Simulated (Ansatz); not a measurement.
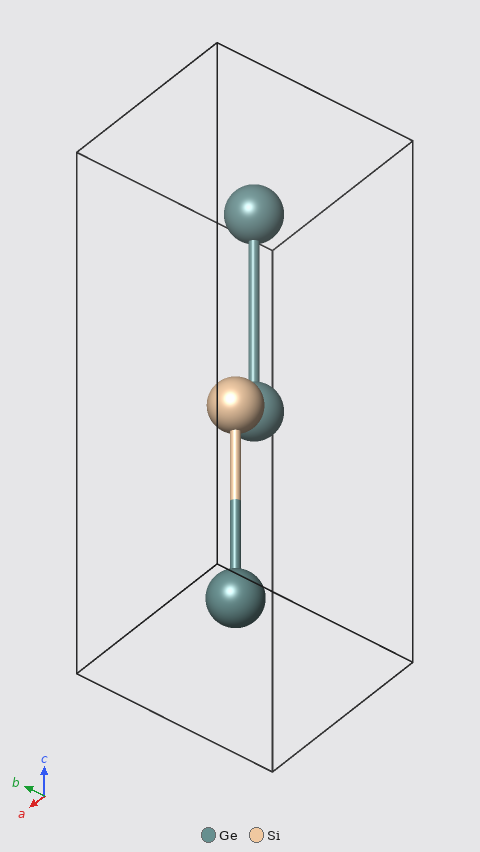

The figure gives a ball-and-stick picture of the atoms, viewed from a general direction. The lines enclose the conventional unit cell; boundary atoms appear with their images. Cell: a = 3.949 Å, b = 3.949 Å, c = 6.527 Å, α = 90.00°, β = 90.00°, γ = 120.00°.

Describe the crystal.

- It has the composition SiGe₃.
- The symmetry is that of P3m1 (No. 156), on a primitive hexagonal lattice.
- Cell content: 1 Si, 3 Ge, that is 1 formula unit.
- Si is coordinated by four Ge in a tetrahedral arrangement at about 2.4 Å. Ge takes three kinds of site: 1c with four Ge in a tetrahedral arrangement at about 2.4 Å; 1c with three Si and one Ge in a tetrahedral arrangement (about 2.4 Å to Si, 2.5 Å to Ge); 1b with three Ge and one Si in a tetrahedral arrangement (about 2.4 Å to Ge, 2.4 Å to Si).
- The bonds build a three-dimensional framework.

It goes back to a structure listed in the Materials Project, with elements exchanged, so it need not be a known form of the compound. The structure drawn was relaxed with DFT r2SCAN, scalar-relativistic, plane waves, PAW in Ansatz 0.2.0.
